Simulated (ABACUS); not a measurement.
**Sb: band-structure run**

The run: band-structure run of Sb (2 atoms in the cell). Method and program: Kohn-Sham DFT of a periodic cell, TM, SG15 ONCV 1.2 PBE, no spin polarisation (ABACUS 3.10.1).

The structure derives from an entry of the Crystallography Open Database. It belongs to a series of runs on one base structure; here: bands on the converged density.

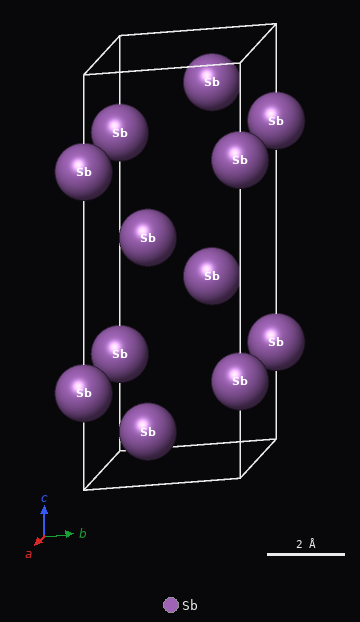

Fig. 1: The structure as given in the input (spheres-only view of the cell 3 times as large as that of the calculation, set on its symmetry axes, seen slightly off an axis).

**Input**
```
INPUT_PARAMETERS
suffix              Sb
calculation         nscf
basis_type          pw
pseudo_dir          ./
symmetry            -1
dft_functional      MGGA_X_TM+MGGA_C_TM
ecutwfc             94.0
pseudo_rcut         10
nspin               1
nbands              25
ks_solver           dav
smearing_method     fd
smearing_sigma      0.00367493
scf_thr             1e-08
scf_nmax            100
mixing_type         broyden
mixing_beta         0.7
mixing_tau          1
init_chg            file
pw_diag_thr         1e-07
out_band            1
kpar                4
```

**File STRU**
```
ATOMIC_SPECIES
Sb 121.7600 Sb_ONCV_PBE-1.2.upf

LATTICE_CONSTANT
1.8897261246

LATTICE_VECTORS
4.5066618300 0.0000000000 0.0000000000
2.4472316736 3.7843173738 0.0000000000
2.4472316736 1.3317864784 3.5422313253

ATOMIC_POSITIONS
Direct

Sb
0.0
2
0.7665100000 0.7665100000 0.7665100000 1 1 1
0.2334900000 0.2334900000 0.2334900000 1 1 1
```

**File KPT**
```
K_POINTS
13
Line
0.00000000 0.00000000 0.00000000 10 // G
0.50000000 0.00000000 0.00000000 10 // L
0.50000000 0.23968736 -0.23968736 1 // B1
0.76031264 0.50000000 0.23968736 10 // B
0.50000000 0.50000000 0.50000000 10 // Z
0.00000000 0.00000000 0.00000000 10 // G
0.36984368 0.00000000 -0.36984368 1 // X
0.63015632 0.36984368 0.00000000 10 // Q
0.50000000 0.50000000 0.00000000 10 // F
0.63015632 0.63015632 0.23968736 10 // P1
0.50000000 0.50000000 0.50000000 1 // Z
0.50000000 0.00000000 0.00000000 10 // L
0.76031264 0.36984368 0.36984368 1 // P
```

Launch command:
```bash
OMP_NUM_THREADS=1 mpirun -np 4 abacus > log
```

**The program's output**
```
ABACUS v3.10.1

               Atomic-orbital Based Ab-initio Computation at UStc

 ------------------------------------------------------------------------------------

 READING GENERAL INFORMATION
                           global_out_dir = OUT.Sb/
                           global_in_card = INPUT
                               pseudo_dir = ./
                              orbital_dir =
                                    DSIZE = 4
                                    GSIZE = 1

 READING UNITCELL INFORMATION
                                    ntype = 1
                  lattice constant (Bohr) = 1.88973
              lattice constant (Angstrom) = 1

 READING ATOM TYPE 1
                               atom label = Sb
                      L=0, number of zeta = 1
                      L=1, number of zeta = 1
                      L=2, number of zeta = 1
             number of atom for this type = 2

                        TOTAL ATOM NUMBER = 2
DIRECT COORDINATES
    atom                   x                   y                   z     mag                  vx                  vy                  vz
taud_Sb1            0.7665100000        0.7665100000        0.7665100000  0.0000        0.0000000000        0.0000000000        0.0000000000
taud_Sb2            0.2334900000        0.2334900000        0.2334900000  0.0000        0.0000000000        0.0000000000        0.0000000000

                          Volume (Bohr^3) = 407.677
                             Volume (A^3) = 60.4114

 Lattice vectors: (Cartesian coordinate: in unit of a_0)
             +4.50666                  +0                  +0
             +2.44723            +3.78432                  +0
             +2.44723            +1.33179            +3.54223
 Reciprocal vectors: (Cartesian coordinate: in unit of 2 pi/a_0)
            +0.221894           -0.143494          -0.0993505
                   -0           +0.264248          -0.0993505
                   +0                  -0           +0.282308
 The esolver type has been set to : ksdft_pw

                PAO radial cut off (Bohr) = 10

 Read in pseudopotential file is Sb_ONCV_PBE-1.2.upf
                     pseudopotential type = NC
          exchange-correlation functional = PBE
                 nonlocal core correction = 0
                        valence electrons = 15
                                     lmax = 2
                           number of zeta = 0
                     number of projectors = 6
                           L of projector = 0
                           L of projector = 0
                           L of projector = 1
                           L of projector = 1
                           L of projector = 2
                           L of projector = 2
 XC functional updated to : MGGA_X_TM+MGGA_C_TM
          exchange-correlation functional = MGGA_X_TM+MGGA_C_TM
     initial pseudo atomic orbital number = 0

 SETUP THE ELECTRONS NUMBER
            electron number of element Sb = 15
      total electron number of element Sb = 30
            AUTOSET number of electrons:  = 30
                           occupied bands = 15
                                   NBANDS = 25
                                   NLOCAL = 18

%%%%%%%%%%%%%%%%%%%%%%%%%%%%%%%%%%%%%%%%%%%%%%%%%%%%%%%%%%%%%%%%%%%%%%%%%%%%%%%%%%%%%%%%%%%%%%%%%%%%%%%%%%
 Warning: the number of valence electrons in pseudopotential > 5 for Sb: [Kr] 4d10 5s2 5p3
 Pseudopotentials with additional electrons can yield (more) accurate outcomes, but may be less efficient.
 If you're confident that your chosen pseudopotential is appropriate, you can safely ignore this warning.
%%%%%%%%%%%%%%%%%%%%%%%%%%%%%%%%%%%%%%%%%%%%%%%%%%%%%%%%%%%%%%%%%%%%%%%%%%%%%%%%%%%%%%%%%%%%%%%%%%%%%%%%%%

 SETUP THE PLANE WAVE BASIS
 energy cutoff for charge/potential (unit:Ry) = 376
            fft grid for charge/potential = [ 54, 54, 54 ]
                        fft grid division = [ 1, 1, 1 ]
        big fft grid for charge/potential = [ 54, 54, 54 ]
                                     nbxx = 157464
                                     nrxx = 157464

 SETUP PLANE WAVES FOR CHARGE/POTENTIAL
                    number of plane waves = 50167
                         number of sticks = 1831

 PARALLEL PW FOR CHARGE/POTENTIAL
     PROC   COLUMNS(POT)             PW
        1           1831          50167
 --------------- sum -------------------
        1           1831          50167
                            number of |g| = 3486
                                  max |g| = 33.9871
                                  min |g| = 0

----------- Double Check Mixing Parameters Begin ------------
mixing_type: broyden
mixing_beta: 0.7
mixing_gg0: 1
mixing_gg0_min: 0.1
mixing_ndim: 8
----------- Double Check Mixing Parameters End ------------

 SETUP K-POINTS
                                    nspin = 1
                                   nkstot = 94
K-POINTS DIRECT COORDINATES
 KPOINTS    DIRECT_X    DIRECT_Y    DIRECT_Z  WEIGHT
       1  0.00000000  0.00000000  0.00000000  1.0000
       2  0.05000000  0.00000000  0.00000000  1.0000
       3  0.10000000  0.00000000  0.00000000  1.0000
       4  0.15000000  0.00000000  0.00000000  1.0000
       5  0.20000000  0.00000000  0.00000000  1.0000
       6  0.25000000  0.00000000  0.00000000  1.0000
       7  0.30000000  0.00000000  0.00000000  1.0000
       8  0.35000000  0.00000000  0.00000000  1.0000
       9  0.40000000  0.00000000  0.00000000  1.0000
      10  0.45000000  0.00000000  0.00000000  1.0000
      11  0.50000000  0.00000000  0.00000000  1.0000
      12  0.50000000  0.02396874 -0.02396874  1.0000
      13  0.50000000  0.04793747 -0.04793747  1.0000
      14  0.50000000  0.07190621 -0.07190621  1.0000
      15  0.50000000  0.09587494 -0.09587494  1.0000
      16  0.50000000  0.11984368 -0.11984368  1.0000
      17  0.50000000  0.14381242 -0.14381242  1.0000
      18  0.50000000  0.16778115 -0.16778115  1.0000
      19  0.50000000  0.19174989 -0.19174989  1.0000
      20  0.50000000  0.21571862 -0.21571862  1.0000
      21  0.50000000  0.23968736 -0.23968736  1.0000
      22  0.76031264  0.50000000  0.23968736  1.0000
      23  0.73428138  0.50000000  0.26571862  1.0000
      24  0.70825011  0.50000000  0.29174989  1.0000
      25  0.68221885  0.50000000  0.31778115  1.0000
      26  0.65618758  0.50000000  0.34381242  1.0000
      27  0.63015632  0.50000000  0.36984368  1.0000
      28  0.60412506  0.50000000  0.39587494  1.0000
      29  0.57809379  0.50000000  0.42190621  1.0000
      30  0.55206253  0.50000000  0.44793747  1.0000
[... 64 further k points ...]

           k-point number in this process = 24
       minimum distributed K point number = 23

[... K-POINTS CARTESIAN COORDINATES: 24 rows ...]

[... K-POINTS DIRECT COORDINATES: 24 rows ...]

 SETUP PLANE WAVES FOR WAVE FUNCTIONS
     energy cutoff for wavefunc (unit:Ry) = 94
              fft grid for wave functions = [ 54, 54, 54 ]
                    number of plane waves = 7499
                         number of sticks = 513

 PARALLEL PW FOR WAVE FUNCTIONS
     PROC   COLUMNS(POT)             PW
        1            513           7499
 --------------- sum -------------------
        1            513           7499

 SETUP NONLOCAL PSEUDOPOTENTIALS IN PLANE WAVE BASIS
 Sb non-local projectors:
 projector 1 L=0
 projector 2 L=0
 projector 3 L=1
 projector 4 L=1
 projector 5 L=2
 projector 6 L=2
      TOTAL NUMBER OF NONLOCAL PROJECTORS = 36

 Init Non-Local PseudoPotential table :
 Init Non-Local-Pseudopotential done.

                                     npwx = 6282

 -------------------------------------------
 NONSELF-CONSISTENT
 -------------------------------------------
                                 init_chg = file
 try to read charge from file
 Read in the charge density: OUT.Sb//Sb-CHARGE-DENSITY.restart
 try to read kinetic energy density from file
 Read in the kinetic energy density: OUT.Sb//Sb-TAU-DENSITY.restart

 PW ALGORITHM --------------- ION=   1  ELEC=   1--------------------------------

 k(1/94) Iter steps (avg)=11 threshold=1e-07

 k(2/94) Iter steps (avg)=11 threshold=1e-07

 k(3/94) Iter steps (avg)=11 threshold=1e-07

 k(4/94) Iter steps (avg)=12 threshold=1e-07

 k(5/94) Iter steps (avg)=12 threshold=1e-07
 k(6/94) Iter steps (avg)=15 threshold=1e-07
 k(7/94) Iter steps (avg)=18 threshold=1e-07
 k(8/94) Iter steps (avg)=18 threshold=1e-07

 k(9/94) Iter steps (avg)=23 threshold=1e-07
 k(10/94) Iter steps (avg)=26 threshold=1e-07
 k(11/94) Iter steps (avg)=37 threshold=1e-07
 k(12/94) Iter steps (avg)=27 threshold=1e-07
 k(13/94) Iter steps (avg)=22 threshold=1e-07
 k(14/94) Iter steps (avg)=21 threshold=1e-07
 k(15/94) Iter steps (avg)=23 threshold=1e-07
 k(16/94) Iter steps (avg)=25 threshold=1e-07
 k(17/94) Iter steps (avg)=24 threshold=1e-07
 k(18/94) Iter steps (avg)=24 threshold=1e-07
 k(19/94) Iter steps (avg)=19 threshold=1e-07
 k(20/94) Iter steps (avg)=20 threshold=1e-07
 k(21/94) Iter steps (avg)=21 threshold=1e-07
 k(22/94) Iter steps (avg)=18 threshold=1e-07

 k(23/94) Iter steps (avg)=18 threshold=1e-07
 k(24/94) Iter steps (avg)=17 threshold=1e-07
[... levels at 24 k points of this process ...]

 Density error is 0.00000000000
                          Error Threshold = 1.00000000000e-07
----------------------------------------------------------
     Energy           Rydberg                 eV
----------------------------------------------------------
 E_KohnSham     -281.5871895025      -3831.1902610398
 E_KS(sigma->0) -281.5869851346      -3831.1874804724
 E_Harris       -281.5871895025      -3831.1902610398
 E_band         -19.6719725311       -267.6509173222
 E_one_elec     -90.4032362386       -1229.9991304845
 E_Hartree      55.8015648013        759.2192386136
 E_xc           -31.2761391162       -425.5337034204
 E_Ewald        -215.7089702133      -2934.8711046136
 E_entropy(-TS) -0.0004087357        -0.0055611349
 E_descf        0.0000000000         0.0000000000
 E_exx          0.0000000000         0.0000000000
 E_Fermi        0.8923020195         12.1403918018
----------------------------------------------------------

 charge density convergence is achieved
 final etot is -3831.1902610 eV
 EFERMI = 12.140391802 eV

 STATE ENERGY(eV) AND OCCUPATIONS    NSPIN == 1
 1/24 kpoint (Cartesian) = 0.0000 0.0000 0.0000 (6243 pws)
       1       -16.9925      0.0212766
       2       -16.9925      0.0212766
       3       -16.9091      0.0212766
       4       -16.9091      0.0212766
       5       -16.8783      0.0212766
       6       -16.7942      0.0212766
       7       -16.7942      0.0212766
       8       -16.7822      0.0212766
       9       -16.7071      0.0212766
      10       -16.7071      0.0212766
      11      -0.333998      0.0212766
      12        7.58098      0.0212766
      13        10.2653      0.0212766
      14        10.5381      0.0212766
      15        10.5381      0.0212766
      16        14.4143    3.77644e-22
      17        15.0310    1.66135e-27
      18        15.0310    1.66135e-27
      19        17.3434    1.36473e-47
      20        17.3434    1.36473e-47
      21        17.4703    1.07860e-48
      22        18.5697    3.04388e-58
      23        19.2960    1.49788e-64
      24        19.2960    1.49788e-64
      25        19.6959    5.02880e-68

 2/24 kpoint (Cartesian) = 0.011095 -0.0071747 -0.0049675 (6251 pws)
       1       -16.9915      0.0212766
       2       -16.9911      0.0212766
       3       -16.9086      0.0212766
       4       -16.9083      0.0212766
       5       -16.8777      0.0212766
       6       -16.7949      0.0212766
       7       -16.7946      0.0212766
       8       -16.7828      0.0212766
       9       -16.7086      0.0212766
      10       -16.7082      0.0212766
      11      -0.306513      0.0212766
      12        7.44572      0.0212766
      13        10.2836      0.0212766
      14        10.5305      0.0212766
      15        10.5839      0.0212766
      16        14.4130    3.87622e-22
      17        14.9457    9.14381e-27
      18        14.9631    6.45282e-27
      19        17.1486    6.71237e-46
      20        17.3353    1.60429e-47
      21        17.3745    7.32503e-48
      22        18.8534    1.04681e-60
      23        19.4895    3.12246e-66
      24        19.5621    7.30106e-67
      25        19.8712    1.50974e-69

 3/24 kpoint (Cartesian) = 0.022189 -0.014349 -0.0099351 (6265 pws)
       1       -16.9886      0.0212766
       2       -16.9868      0.0212766
       3       -16.9071      0.0212766
       4       -16.9058      0.0212766
       5       -16.8759      0.0212766
       6       -16.7968      0.0212766
       7       -16.7958      0.0212766
       8       -16.7848      0.0212766
       9       -16.7129      0.0212766
      10       -16.7114      0.0212766
      11      -0.224168      0.0212766
      12        7.08443      0.0212766
      13        10.3022      0.0212766
      14        10.5094      0.0212766
      15        10.7209      0.0212766
      16        14.3710    8.97967e-22
      17        14.7226    7.93396e-25
      18        14.7661    3.31901e-25
      19        16.8366    3.44316e-43
      20        17.2545    8.08457e-47
      21        17.3803    6.52752e-48
      22        19.4615    5.46775e-66
      23        19.9922    1.34258e-70
      24        20.2038    1.95073e-72
      25        20.3507    1.03208e-73

 4/24 kpoint (Cartesian) = 0.033284 -0.021524 -0.014903 (6271 pws)
       1       -16.9839      0.0212766
       2       -16.9797      0.0212766
       3       -16.9048      0.0212766
       4       -16.9017      0.0212766
       5       -16.8730      0.0212766
       6       -16.8000      0.0212766
       7       -16.7979      0.0212766
       8       -16.7881      0.0212766
       9       -16.7199      0.0212766
      10       -16.7165      0.0212766
      11     -0.0873081      0.0212766
      12        6.57980      0.0212766
      13        10.3048      0.0212766
      14        10.4798      0.0212766
      15        10.9049      0.0212766
      16        14.2064    2.41603e-20
      17        14.4231    3.16795e-22
      18        14.4709    1.21753e-22
      19        16.6971    5.61172e-42
      20        17.2465    9.48677e-47
      21        17.5589    1.83531e-49
      22        20.2446    8.62843e-73
      23        20.6868    1.24335e-76
      24        20.9385    8.09822e-79
      25        21.1246    1.96057e-80

 5/24 kpoint (Cartesian) = 0.044379 -0.028699 -0.019870 (6279 pws)
       1       -16.9777      0.0212766
       2       -16.9701      0.0212766
       3       -16.9017      0.0212766
       4       -16.8961      0.0212766
       5       -16.8690      0.0212766
       6       -16.8044      0.0212766
       7       -16.8011      0.0212766
       8       -16.7921      0.0212766
       9       -16.7292      0.0212766
      10       -16.7233      0.0212766
      11       0.103429      0.0212766
      12        5.99709      0.0212766
      13        10.3063      0.0212766
      14        10.4479      0.0212766
      15        11.0873      0.0212766
      16        13.9124    8.63410e-18
      17        14.0747    3.36346e-19
      18        14.1275    1.16963e-19
      19        16.7939    8.09848e-43
      20        17.4168    3.14369e-48
      21        17.8821    2.85831e-52
      22        21.1611    9.44124e-81
      23        21.5041    9.90128e-84
      24        21.6800    2.93463e-85
      25        22.1033    6.17983e-89

 6/24 kpoint (Cartesian) = 0.055473 -0.035873 -0.024838 (6271 pws)
       1       -16.9704      0.0212766
       2       -16.9582      0.0212766
       3       -16.8982      0.0212766
       4       -16.8894      0.0212766
       5       -16.8639      0.0212766
       6       -16.8097      0.0212766
       7       -16.8060      0.0212766
       8       -16.7964      0.0212766
       9       -16.7402      0.0212766
      10       -16.7313      0.0212766
      11       0.346988      0.0212766
      12        5.37851      0.0212766
      13        10.3185      0.0212766
      14        10.4195      0.0212766
      15        11.2507      0.0212766
      16        13.5679    8.48906e-15
      17        13.6892    7.50220e-16
      18        13.7809    1.19920e-16
      19        17.0729    3.05310e-45
      20        17.7805    2.18198e-51
      21        18.3316    3.55967e-56
      22        22.1678        0.00000
      23        22.3935        0.00000
      24        22.4081        0.00000
      25        23.1882        0.00000

[... levels at 18 further k points ...]

 --------------------------------------------
 !FINAL_ETOT_IS -3831.190261039834 eV
 --------------------------------------------

 Output bands in file: OUT.Sb/BANDS_1.dat
```

**Standard output**
```
ABACUS v3.10.1

               Atomic-orbital Based Ab-initio Computation at UStc

 dft_functional readin is: MGGA_X_TM+MGGA_C_TM
 dft_functional in pseudopot file is: PBE
 Please make sure this is what you need

%%%%%%%%%%%%%%%%%%%%%%%%%%%%%%%%%%%%%%%%%%%%%%%%%%%%%%%%%%%%%%%%%%%%%%%%%%%%%%%%%%%%%%%%%%%%%%%%%%%%%%%%%
 Warning: the number of valence electrons in pseudopotential > 5 for Sb: [Kr] 4d10 5s2 5p3
 Pseudopotentials with additional electrons can yield (more) accurate outcomes, but may be less efficient.
 If you're confident that your chosen pseudopotential is appropriate, you can safely ignore this warning.
%%%%%%%%%%%%%%%%%%%%%%%%%%%%%%%%%%%%%%%%%%%%%%%%%%%%%%%%%%%%%%%%%%%%%%%%%%%%%%%%%%%%%%%%%%%%%%%%%%%%%%%%%

 UNIFORM GRID DIM        : 54 * 54 * 54
 UNIFORM GRID DIM(BIG)   : 54 * 54 * 54
func,idMGGA_X_TM 540
func,idMGGA_C_TM 251
 ---------------------------------------------------------
 ---------------------------------------------------------
 SPIN    KPOINTS         PROCESSORS  THREADS
 1       94              4           4
 ---------------------------------------------------------
 Use plane wave basis
 ---------------------------------------------------------
 ELEMENT NATOM       XC
 Sb      2
 ---------------------------------------------------------
 Initial plane wave basis and FFT box
 ---------------------------------------------------------
 -------------------------------------------
 NONSELF-CONSISTENT :
 -------------------------------------------
 START CHARGE      : file
 ITER       ETOT/eV          EDIFF/eV         DRHO         DKIN     TIME/s
 DA1     -3.83119026e+03   0.00000000e+00   0.0000e+00   0.0000e+00 125.55
```

**Results in brief**

```json
{"quantity": "outcome", "value": "converged"}
{"quantity": "space group (tolerance 0.01 Å)", "value": "R-3m (166)"}
{"quantity": "electrons treated", "value": "30"}
{"quantity": "Fermi energy of the self-consistent step", "value": "12.382 eV"}
{"quantity": "hardware", "value": "4 threads of Intel Xeon (Sapphire Rapids), 16 GiB of memory available, shared host"}
{"quantity": "wall time", "value": "2.1 min (CPU time 8.4 min)"}
{"quantity": "peak memory", "value": "0.72 GiB"}
```
